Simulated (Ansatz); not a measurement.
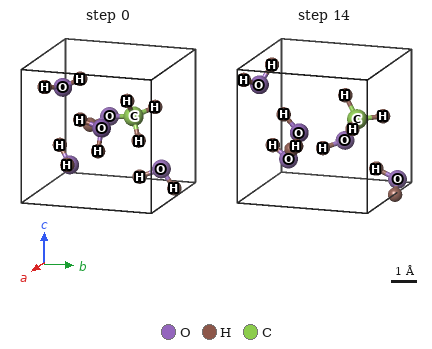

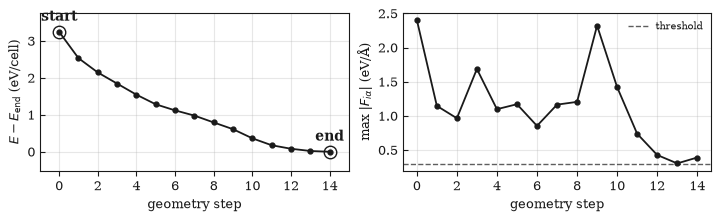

First and last geometry of a relaxation of an amorphous cell of composition H$_{12}$CO$_{5}$, with the history of the run. Style: ball-and-stick. Shown: the cell of the calculation, slightly off an axis.

The cell holds 4 H2O + 1 CH3OH. The run prepares the start of a later molecular dynamics calculation, from a guessed geometry.

Level of theory: Ansatz 0.2.0, DFT PBE-D3(BJ), scalar-relativistic, plane waves, PAW. Set-up: plane-wave cutoff 420 eV; k-point mesh 1 × 1 × 1; occupations fermi dirac; smearing width 0.02 eV; no spin polarisation; atoms relaxed in a fixed cell; force threshold 0.3 eV/Å; at most 15 steps.

Q: Read the history and describe the run.

A: The relaxation stopped without meeting its thresholds, so the last structure isn't shown to be converged. It used up its limit of 15 steps. The atom that moves furthest is an O atom (1.29 Å along [0 1 −1]). By element the largest moves are O 1.29 Å, H 1.20 Å, C 0.36 Å. The cell doesn't change. Among the contacts that change: H–O 0.969 → 1.057 Å, H–O 0.969 → 1.006 Å, C–O 1.423 → 1.442 Å, C–H 1.097 → 1.112 Å. Among the angles between lasting bonds that change: H–O–H 104.0° → 111.2°, H–C–H 108.5° → 111.6°. Over 14 geometry steps the energy falls by 3.249 eV per cell of the calculation. Largest force component: 2.4 eV/Å at the start, 0.39 eV/Å at the end. Cost: 14 s on 1 thread of Arm Neoverse V2, on a shared host, peak memory 0.3 GiB.

```
step  E − E(0), meV/atom  largest force component, eV/Å
   0                0.00                         2.4079
   1              -39.63                         1.1474
   2              -61.17                         0.9665
   3              -77.92                         1.6875
   4              -94.61                         1.0990
   5             -109.10                         1.1718
   6             -118.21                         0.8546
   7             -126.08                         1.1657
   8             -136.40                         1.2061
   9             -146.53                         2.3221
  10             -160.28                         1.4227
  11             -170.68                         0.7399
  12             -175.95                         0.4288
  13             -179.29                         0.3054
  14             -180.48                         0.3916
```

Limits of the set-up: the program's low-accuracy preset was used; the periodic images lie only 5.7 Å apart, so the values are limited by the cell's size.
